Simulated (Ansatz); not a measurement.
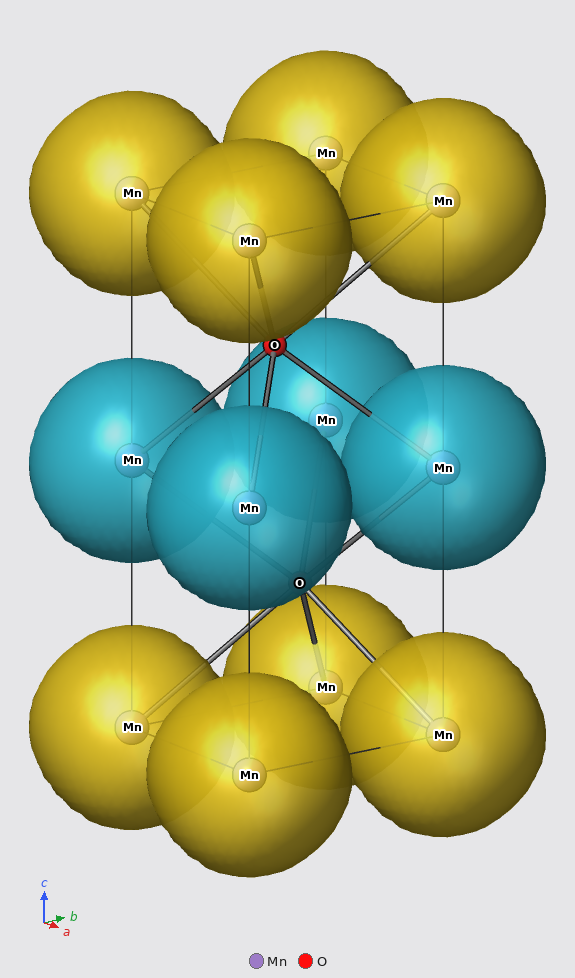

Figure 1: MnO. Isosurfaces of the spin density (up minus down) at +0.15 (yellow) and −0.15 e/Å³ (cyan), seen slightly off an axis. Sticks mark near contacts.

Space group P6₃/mmc; started from the NiAs prototype, which need not be the ambient phase; spin-polarised.

The calculation used DFT r2SCAN, scalar-relativistic, plane waves, PAW (Ansatz 0.2.0).

The density is the valence pseudo-density of a PAW calculation; it isn't the true density close to the nuclei.

**Where is the spin, and how is it ordered?**

The spin density sits on Mn: +4.1 μB and −4.1 μB in one cell of 4 atoms: antiferromagnetic in this solution, which needn't be the ground state, with every nearest magnetic neighbour opposed. The cell of the calculation (4 atoms) carries 0.0 μB of net spin moment.
